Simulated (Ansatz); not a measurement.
The Ansatz input:

```
crystal:
  lattice:
    - [0.0, 2.609516, 2.609516]
    - [2.609516, 0.0, 2.609516]
    - [2.609516, 2.609516, 0.0]
  atoms:
    - { symbol: Ca, position: [0.0, 0.0, 0.0] }
  symmetry: { tolerance: 0.0003 }
kpoints:
  mp_grid: { grid: [11, 11, 11], shift: [0, 0, 0] }
  band_path:
    path:
      - [0.0, 0.0, 0.0]
      - [0.5, 0.0, 0.5]
      - [0.625, 0.25, 0.625]
      - [0.375, 0.375, 0.75]
      - [0.0, 0.0, 0.0]
      - [0.5, 0.5, 0.5]
      - [0.5, 0.25, 0.75]
      - [0.5, 0.0, 0.5]
    npoints: 8
magnetization:
  spin_polarized: false
scf:
  occupations: { method: fermi_dirac }
  lower_state_search: "off"
  max_iter: 200
hamiltonian:
  pseudopotentials: { kind: paw }
  xc: r2scan
basis:
  ecutwfc: 500
  fft_grid_basis: typed
output:
  forces: true
  stress: true
  eigenvalues: true
  bader: true
  populations: true
  elf: true
  write_potential: true
  volumetric_format: npy
  dos:
    e_range: [-12, 8]
    de: 0.05
    projected: { site_lists: { Ca: [Ca] } }
checkpoint:
  read: saved_state
```

Predict the main features of the band structure and density of states. The path is Γ–X–U–K–Γ–L–W–X.

A metal: 2 bands cross the Fermi level along this path. The last band that the electron count would fill rises to 0.12 eV above the Fermi level at W, leaving holes there, and the next band dips to 0.10 eV below it at L, holding electrons: an overlap of 0.22 eV, small enough to call it a semimetal. At U the nearest levels lie 0.06 eV below and 0.52 eV above the Fermi level. The density of states at the Fermi level is about 0.84 per eV and cell (mean within 0.25 eV).

The structure was built from a prototype or by substitution, so it need not be a known phase.

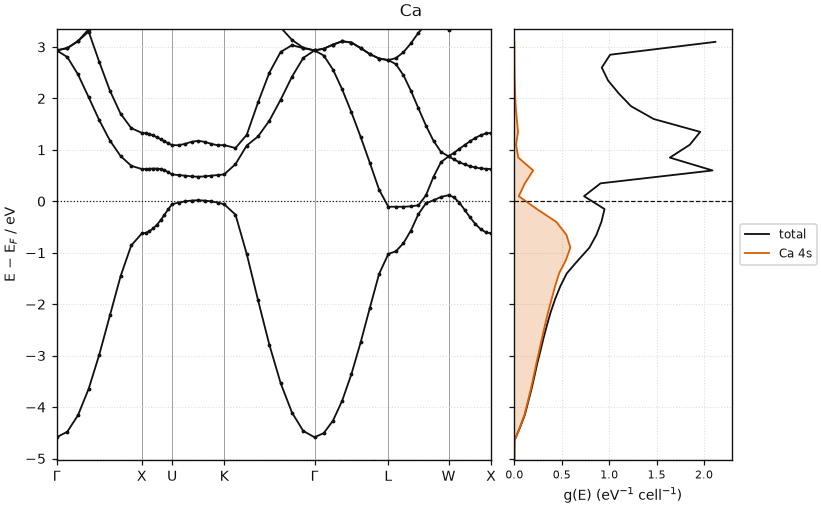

Band structure and density of states. Energies are counted from the Fermi level. The path runs straight from each named point to the next. The partial curves are projected on Löwdin-orthogonalised atomic shells; they sum to less than the total at higher energies, where shells without a projector contribute.
